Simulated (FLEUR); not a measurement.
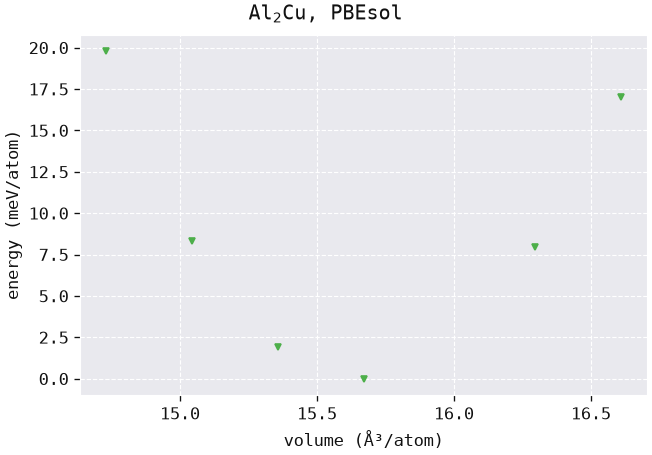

The plot gives the computed energy against volume for Al₂Cu, space group I4/mmm (No. 139).

Cell as given: a = 4.046 Å, b = 4.046 Å, c = 4.046 Å, α = 119.77°, β = 119.77°, γ = 90.41°; 3 atoms.

Calculation (FLEUR MaX-R8.1 (later development tree)): all-electron LAPW DFT, no spin polarisation; energies at scaled volumes of the given cell, shape and fractions fixed, counted from the fit's minimum, third-order Birch-Murnaghan fit. Level: PBEsol.

k mesh 9×9×9; occupations Fermi–Dirac; smearing width 0.05 eV; potentials all electron; program settings basis FLAPW, kmax 4.97 1/bohr.

The point at volume 15.98 Å³/atom is left out of the plot. What does the calculation give there?

```json
{"volume (Å³/atom)": "15.98", "energy (meV/atom)": "2.17"}
```

Keep in mind: shape and atomic fractions are frozen while scaling, which makes layered, chain and framework solids too stiff.
